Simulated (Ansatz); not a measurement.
## BN (P6_3/mmc): given cell or relaxed cell?

Wanted: the change of the gap of BN (P6_3/mmc) on relaxing cell and ions.

Calculated with Ansatz 0.2.0; PBE, HSE06 and G0W0, plane waves, PAW.

**Experimental background.**

- Gap 5.98 eV: direct gap suggested from cathodoluminescence and absorption; cathodoluminescence and optical absorption; bulk crystal (high-quality single crystal, earlier work) (quoted in “Near band gap photoluminescence properties of hexagonal boron nitride”, 2008, arxiv:0804.2760).

Most raw output is cut from this account.

## Step 1: Set-up

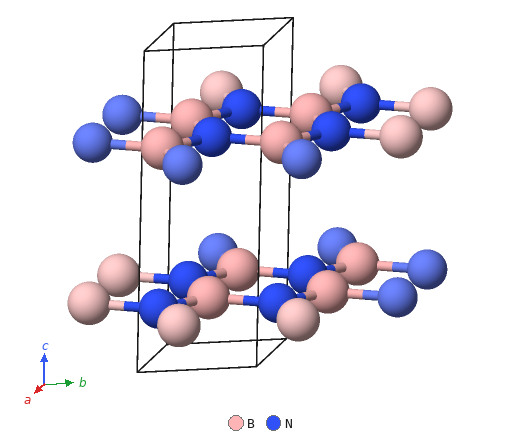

The starting structure, seen slightly off an axis (boron pink, nitrogen blue). 2×2×1 cells are drawn. Some periodic images of atoms are drawn too.

The cell and positions come from the Crystallography Open Database and are kept as given unless a step says otherwise. The default PAW set here is soft_2. Its files were made with PBE.

## Step 2: PBE bands at the given cell

Levels along a band path, at the cheap level, show where the edges lie and whether the meshes to come will hold them.

This step: DFT, PBE, plane waves, PAW.

Input file input.yaml:

```yaml
crystal:
  lattice:
    - [2.50399, 0.0, 0.0]
    - [-1.251995, 2.1685189508, 0.0]
    - [0.0, 0.0, 6.6612]
  atoms:
    - { symbol: B, position: [0.3333333333, 0.6666666667, 0.25] }
    - { symbol: B, position: [0.6666666667, 0.3333333333, 0.75] }
    - { symbol: "N", position: [0.3333333333, 0.6666666667, 0.75] }
    - { symbol: "N", position: [0.6666666667, 0.3333333333, 0.25] }
kpoints:
  mp_grid: { grid: [12, 12, 4] }
  band_path:
    path:
      - [[0.0, 0.0, 0.0], [0.5, 0.0, 0.0], [0.33333333, 0.33333333, 0.0], [0.0, 0.0, 0.0], [0.0, 0.0, 0.5], [0.5, 0.0, 0.5], [0.33333333, 0.33333333, 0.5], [0.0, 0.0, 0.5]]
      - [[0.5, 0.0, 0.5], [0.5, 0.0, 0.0]]
      - [[0.33333333, 0.33333333, 0.5], [0.33333333, 0.33333333, 0.0]]
    npoints: 10
hamiltonian:
  xc: pbe
scf:
  occupations: { method: fermi_dirac, width: 0.02 }
  n_extra_bands: 5
output:
  eigenvalues: true
  write_density: true
  write_potential: true
  elf: true
  volumetric_format: npy
```

Command:

```bash
ansatz run input.yaml --threads 2 --pin off --max-ram 92160MiB --backend cuda --events-out ev --progress --plain --runs-dir out --devices 1 --max-vram 13GiB  # rebuilt from the run's record
```

It took 1.8 s on 1 × NVIDIA H100 80GB HBM3 (shared by 6 runs) with 2 threads of AMD EPYC 7R13 (Zen 3), shared host; peak memory 0.89 GiB.

Numbers from this step:

- filled bands: 8
- gap: 4.248 eV
- valence top at: k = (0.300, 0.300, 0.000)
- conduction bottom at: M
- least direct gap: 4.647 eV

The gap is indirect, with the least direct gap 0.40 eV higher.

## Step 3: The relaxed cell

Cell and ions were relaxed with PBE-D3(BJ); that run is not shown. It left this cell:

Symmetry: P6_3/mmc, No. 194, hexagonal system. Conventional cell: a = 2.506 Å, b = 2.506 Å, c = 6.618 Å, α = 90.00°, β = 90.00°, γ = 120.00°. Nearest to B lie 3 N at 1.45 Å. Nearest to N lie 3 B at 1.45 Å. Farther neighbours and most contacts between anions are not listed.

## Step 4: PBE at the relaxed cell

The cell differs from the one that the last finished run ended in (c 6.661 → 6.618 Å; other edges change by under 0.2 %).

input.yaml: that of step 2 with these lines changed.

```diff
@@ -2,5 +2,5 @@
   lattice:
-    - [2.50399, 0.0, 0.0]
-    - [-1.251995, 2.1685189508, 0.0]
-    - [0.0, 0.0, 6.6612]
+    - [2.5064595797, 0.0, 0.0]
+    - [-1.2532297898, 2.1706576696, 0.0]
+    - [0.0, 0.0, 6.6182442816]
   atoms:
```

Run time: 3.1 s. Hardware: 1 × NVIDIA H100 80GB HBM3 (shared by 6 runs) with 2 threads; peak memory 0.89 GiB.

This step gave:

| Quantity | Value |
| --- | --- |
| gap | 4.228 eV |
| valence top at | k = (0.300, 0.300, 0.000) |
| conduction bottom at | M |
| least direct gap | 4.638 eV |

The gap is indirect, with the least direct gap 0.41 eV higher.

## Step 5: HSE06 at the relaxed cell

HSE06 mixes in a quarter of exact exchange at short range. Exchange couples all pairs of k points, which makes a full band path dear, so levels are read on the mesh and at chosen points.

This step: DFT, HSE06, plane waves, PAW.

Input file input.yaml:

```yaml
crystal:
  lattice:
    - [2.5064595797, 0.0, 0.0]
    - [-1.2532297898, 2.1706576696, 0.0]
    - [0.0, 0.0, 6.6182442816]
  atoms:
    - { symbol: B, position: [0.3333333333, 0.6666666667, 0.25] }
    - { symbol: B, position: [0.6666666667, 0.3333333333, 0.75] }
    - { symbol: "N", position: [0.3333333333, 0.6666666667, 0.75] }
    - { symbol: "N", position: [0.6666666667, 0.3333333333, 0.25] }
kpoints:
  mp_grid: { grid: [6, 6, 2] }
  band_path:
    path:
      - [0.0, 0.0, 0.0]
      - [0.5, 0.0, 0.0]
      - [0.33333333, 0.33333333, 0.0]
      - [0.0, 0.0, 0.5]
      - [0.5, 0.0, 0.5]
      - [0.33333333, 0.33333333, 0.5]
      - [0.299999997, 0.299999997, 0.0]
    npoints: 1
hamiltonian:
  xc: hse06
scf:
  occupations: { method: fixed }
  n_extra_bands: 5
output:
  eigenvalues: true
```

Wall time 8.5 s (1 × NVIDIA H100 80GB HBM3 (shared by 6 runs) with 2 threads); peak memory 1.1 GiB; 9.2 s of CPU time.

Numbers from this step:

```yaml
gap: 5.535 eV
valence_top_at: k = (0.300, 0.300, 0.000)
conduction_bottom_at: M
least_direct_gap: 6.046 eV
```

The gap stands +1.31 eV against PBE.

## Step 6: G0W0 at the relaxed cell

G0W0 replaces the xc potential by the self-energy, built once from these orbitals. Only a window of levels is corrected, while the sums run over the empty bands that the input names.

This step: G0W0 on PBE, plane waves, PAW.

Input file input.yaml:

```yaml
crystal:
  lattice:
    - [2.5064595797, 0.0, 0.0]
    - [-1.2532297898, 2.1706576696, 0.0]
    - [0.0, 0.0, 6.6182442816]
  atoms:
    - { symbol: B, position: [0.3333333333, 0.6666666667, 0.25] }
    - { symbol: B, position: [0.6666666667, 0.3333333333, 0.75] }
    - { symbol: "N", position: [0.3333333333, 0.6666666667, 0.75] }
    - { symbol: "N", position: [0.6666666667, 0.3333333333, 0.25] }
kpoints:
  mp_grid: { grid: [9, 9, 2] }
hamiltonian:
  xc: pbe
scf:
  occupations: { method: fixed }
gw:
  n_empty_bands: 107
  ecut_chi: 120
  qp_bands: [v2, c2]
  qp_kpoints: band_edges
  screening: { model: contour_deformation }
```

Wall time 13 s (1 × NVIDIA H100 80GB HBM3 (shared by 6 runs) with 2 threads); peak memory 1.1 GiB; 16 s of CPU time.

Numbers from this step:

```
bands summed                                 : 115
RPA ε∞ on this mesh (eigenvalues)            : 2.551, 4.578, 4.578
plane waves in the screening matrix          : 107
G0W0 gap on the mesh                         : 5.886 eV
k of the valence top                         : 0.3333, 0.3333, -0.5
k of the conduction bottom                   : 0.1111, 0.4444, 0
starting gap on the mesh                     : 4.391 eV
least direct G0W0 gap on the computed points : 6.209 eV
```

The gap on the mesh goes from 4.39 eV to 5.89 eV, a correction of +1.49 eV. Between the two edge states, bare exchange in place of the xc potential would open the gap by 8.50 eV, and correlation takes back 7.01 eV. The start differs from the 4.23 eV found before because this mesh misses an edge.

## Step 7: G0W0 at the given cell

input.yaml: that of step 6 with these lines changed.

```diff
@@ -2,5 +2,5 @@
   lattice:
-    - [2.5064595797, 0.0, 0.0]
-    - [-1.2532297898, 2.1706576696, 0.0]
-    - [0.0, 0.0, 6.6182442816]
+    - [2.50399, 0.0, 0.0]
+    - [-1.251995, 2.1685189508, 0.0]
+    - [0.0, 0.0, 6.6612]
   atoms:
```

Run time: 13 s. Hardware: 1 × NVIDIA H100 80GB HBM3 (shared by 6 runs) with 2 threads; peak memory 1.1 GiB; 20 s of CPU time.

Numbers from this step:

```yaml
bands_summed: 115
rpa_eps_infinity_on_this_mesh_eigenvalues: 2.521, 4.553, 4.553
plane_waves_in_the_screening_matrix: 107
g0w0_gap_on_the_mesh: 5.909 eV
k_of_the_valence_top: 0.3333, 0.3333, -0.5
k_of_the_conduction_bottom: 0.1111, 0.4444, 0
starting_gap_on_the_mesh: 4.404 eV
least_direct_g0w0_gap_on_the_computed_points: 6.250 eV
```

The gap on the mesh goes from 4.40 eV to 5.91 eV, a correction of +1.50 eV. Between the two edge states, bare exchange in place of the xc potential would open the gap by 8.50 eV, and correlation takes back 6.99 eV. The start differs from the 4.25 eV found before because this mesh misses an edge.

## Step 8: Together

G0W0 rows are gaps on the mesh, lowered by the amount that the mesh misses the start's edges, a rough step that assumes the same correction there.

```csv
level,given cell (eV),relaxed cell (eV),change (eV)
PBE,4.25,4.23,−0.02
HSE06,-,5.53,-
G0W0@PBE,5.75,5.72,−0.03
```

## Step 9: Outcome

```yaml
volume_change: −0.4 %
pbe_given_cell: 4.25 eV
pbe_relaxed_cell: 4.23 eV
hse06_relaxed_cell: 5.53 eV
g0w0_pbe_relaxed_cell: 5.72 eV
g0w0_pbe_given_cell: 5.75 eV
known_limits: not at the basis limit; coarse k mesh
```

Relaxation changes the volume by −0.4 % and the gap by −0.02 eV (PBE) and −0.03 eV (G0W0@PBE). Bands and cutoff are finite, so the gap is not at the basis limit. The miss can reach some tenths of an eV and take either sign; the mesh is an error of its own. The 9×9×2 mesh is coarse for this cell (its supercell is 13 Å along the shortest edge). The RPA ε∞ on it, from the PBE start, is 2.52 and 4.55; such meshes misread the long-range screening, most where the gap is narrow.

[Paths, hosts, dates, memory and timing lines, banners, echoed tables and standing remarks are left out of the program output.]

[Logs are printed without paths, hosts, clocks, repeated set-up lines and the standing remarks that a program may print on its own settings, such as how far it seeks lower states.]

[Runs of the session that timed out or met a known fault of the program may be left out.]

[Cells called generated may have been cut or substituted from an entry of the Crystallography Open Database or the Materials Project.]

[Hosts, paths, dates, database ids (printed as entryN), source tags and the programs' standing remarks are cut or masked in the printed files.]
